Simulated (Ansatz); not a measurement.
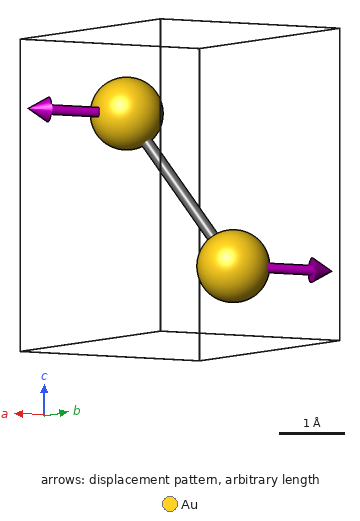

One vibrational mode of crystalline Au at the zone centre. The purple arrows are the displacements of the atoms (eigenvector over the root of the mass), of arbitrary overall length and sign. A ball-and-stick model of the conventional cell, seen from a free direction. Lengths and directions refer to the drawn axes.

Computed with DFT PBE, scalar-relativistic, plane waves, PAW in Ansatz. Set-up: plane-wave cutoff 420 eV; k-point mesh 16 × 16 × 10; occupations fermi dirac; smearing width 0.15 eV; no spin polarisation.

The frequencies depend somewhat on the k-mesh and the smearing.

### Describe the mode and give its frequency.

This is the E₂g mode (doubly degenerate; one member of the set is drawn) at 35 cm⁻¹, the lowest optical level, Raman-active by symmetry. All motion is along a; atoms of one kind move against one another, with no net shift of their sublattice.
